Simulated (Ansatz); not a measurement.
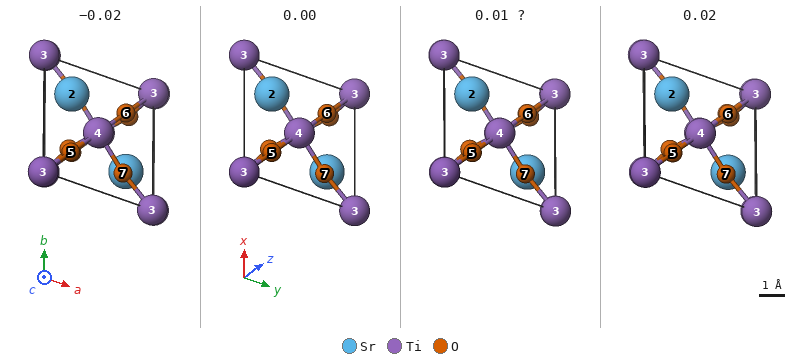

A scan of solid SrTiO3 (I4/mcm): the cell is strained along y alone, with the atoms kept at their fractional coordinates. x, y and z are the Cartesian axes of the input. Style: ball-and-stick. Shown: the cell of the calculation, along the c axis.

These are results of Ansatz 0.2.0, DFT PBE, scalar-relativistic, plane waves, PAW, not measurements. Set-up: plane-wave cutoff 420 eV; k-point mesh 8 × 8 × 8; occupations gaussian; smearing width 0.05 eV; no spin polarisation. Energies (free energies at the smearing named) are counted from the relaxed crystal.

```csv
strain,energy change (meV/atom)
−0.0200,4.96
−0.0150,2.76
−0.0100,1.20
−0.0050,0.29
0.0000,0.00
0.0050,0.29
0.0100,?
0.0150,2.61
0.0175,3.52
0.0200,4.59
```

One row is withheld. What is its energy?

A straight line between the two neighbours gives 1.45 meV/atom. A cubic through the four nearest rows (0.0000, 0.0050, 0.0150, 0.0175) gives, with Lagrange weights, (−0.1429)(0.00) + (0.6000)(0.29) + (1.0000)(2.61) + (−0.4571)(3.52) = 1.18 meV/atom. The calculation gives 1.17 meV/atom, so the cubic is 0.01 meV/atom too high and the straight line 0.28 meV/atom too high, as the curve bends upwards here.

The whole profile:

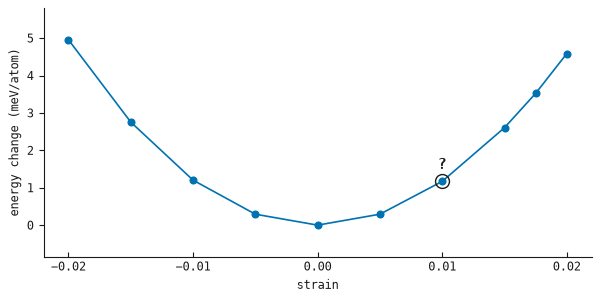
